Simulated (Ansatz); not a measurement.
SnO2

```xyz
24
Lattice="9.3347 0.0000 0.0000 0.0000 3.2246 0.0000 0.0000 0.0000 11.3536" Properties=species:S:1:pos:R:3 pbc="T T T"
Sn    3.8519    2.4184    6.8428
Sn    0.8155    0.8061    1.1660
Sn    8.5192    2.4184   10.1875
Sn    5.4828    0.8061    4.5108
Sn    5.1568    0.8061   10.0254
Sn    4.1779    2.4184    1.3281
Sn    0.4894    0.8061    7.0049
Sn    8.8453    2.4184    4.3486
O     8.5971    2.4184    6.4857
O     0.7375    0.8061    4.8678
O     3.9298    2.4184   10.5446
O     5.4049    0.8061    0.8089
O     0.3133    2.4184    2.4284
O     9.0214    0.8061    8.9251
O     4.9806    2.4184    3.2484
O     4.3541    0.8061    8.1052
O     5.7473    2.4184    5.8251
O     3.5874    0.8061    5.5285
O     1.0799    2.4184   11.2053
O     8.2547    0.8061    0.1483
O     7.5102    0.8061    3.9987
O     1.8245    2.4184    7.3548
O     6.4918    2.4184    9.6755
O     2.8429    0.8061    1.6781
```

Space group Pnma; a structure from a database of computed crystals, not necessarily the ambient phase; not relaxed (largest force 0.6 eV/Å); computed pressure about −9 GPa in this cell.

The calculation used Ansatz 0.2.0, DFT, LDA, plane-wave PAW, default files, scalar-relativistic, frozen cores.

The density is the valence pseudo-density of a PAW calculation; it isn't the true density close to the nuclei.

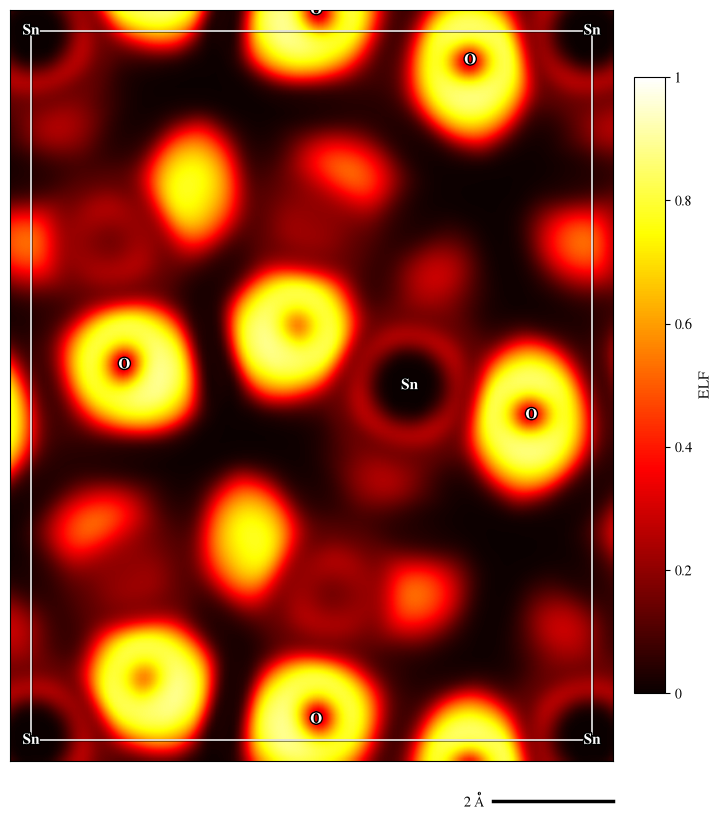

Figure 1. ELF on the (011̄) plane of the conventional cell.

Interpret the plot.

Answer.
- Atoms in the plane: Sn and O.
- Atoms just off the plane (Sn, 0.7 Å away and O, 0.3 Å away) can leave unmarked features too.
- Sn–O (2.09 Å): the ELF peaks at about 0.80 in the valence shell of O, 0.6 Å from its nucleus, and is about 0.25 at the midpoint (no localised pair shows between them).
- The ELF also peaks beside O, away from the bonds: lone-pair regions.

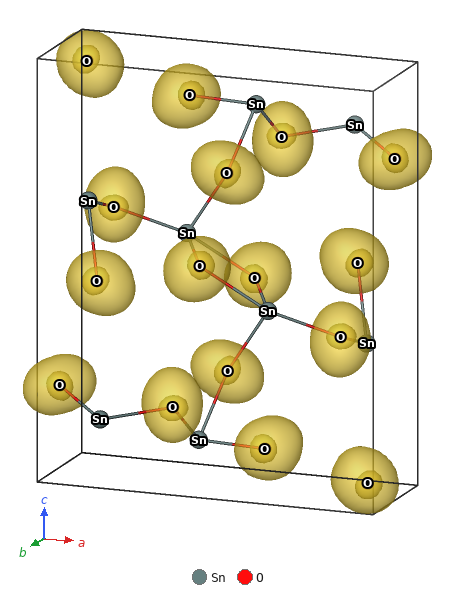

Figure 2. Isosurface of the ELF at 0.7 (yellow), seen at an oblique angle. Core shells and regions of very low density are left out. Sticks mark near contacts.

Describe the localisation domains.

Answer. The surface consists of 16 regions wrapped around O (the valence shell of each), counted in one cell of 24 atoms. Regions shared between cells count once.


Sn–O (2.08 Å): the ELF peaks at about 0.80 in the valence shell of O, 0.6 Å from its nucleus, and is about 0.25 at the midpoint (no localised pair shows between them). Sn–O (2.12 Å): the ELF peaks at about 0.80 in the valence shell of O, 0.6 Å from its nucleus, and is about 0.25 at the midpoint: no localised pair shows between them.

Does the calculation give a band gap?

Answer. It is gapped, with a Kohn–Sham gap of 1.1 eV on the k-point mesh (the band edges may lie off the mesh, which would make the gap smaller).
